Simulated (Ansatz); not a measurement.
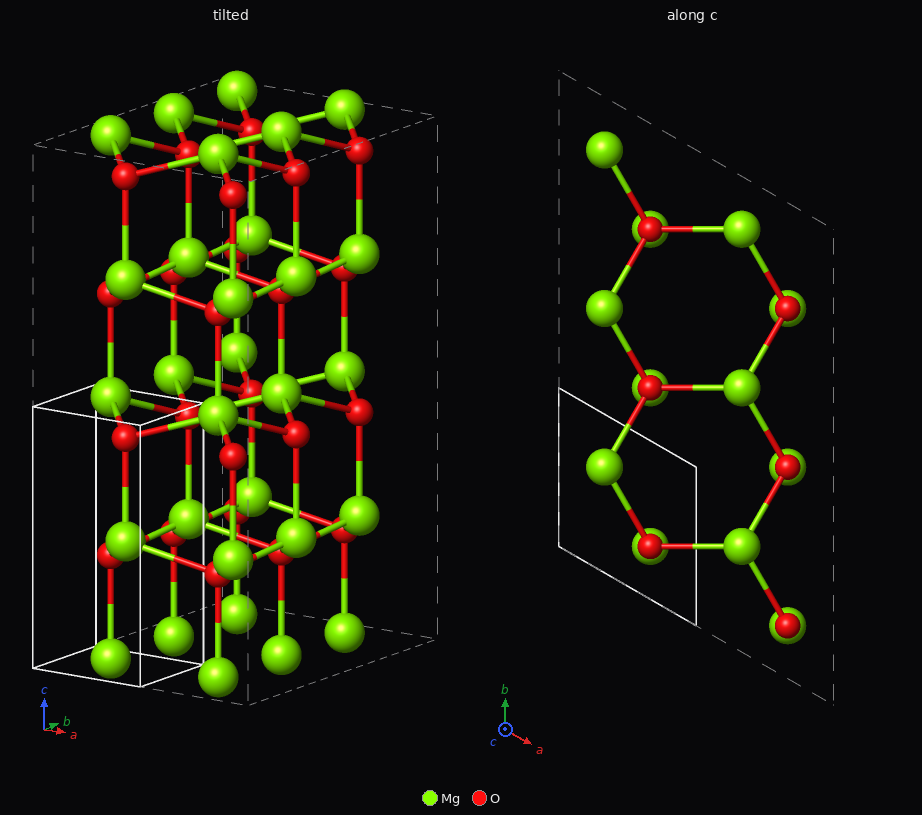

View slightly off an axis and along the c axis, drawn as a ball-and-stick model. The solid frame is a single conventional unit cell within a 2×3×2 block.

Characterise what is shown.

- The formula is MgO.
- It belongs to space group P6_3mc (No. 186) and has a primitive hexagonal lattice.
- It adopts the structure known as wurtzite.
- The cell has 4 atoms, namely 2 Mg, 2 O.
- Mg is coordinated by four O in a tetrahedral arrangement. O is coordinated by four Mg in a tetrahedral arrangement.
- The bonds build a three-dimensional framework.

The model was built from a structure listed in the Materials Project. Relaxation method: DFT r2SCAN, scalar-relativistic, plane waves, PAW (Ansatz).
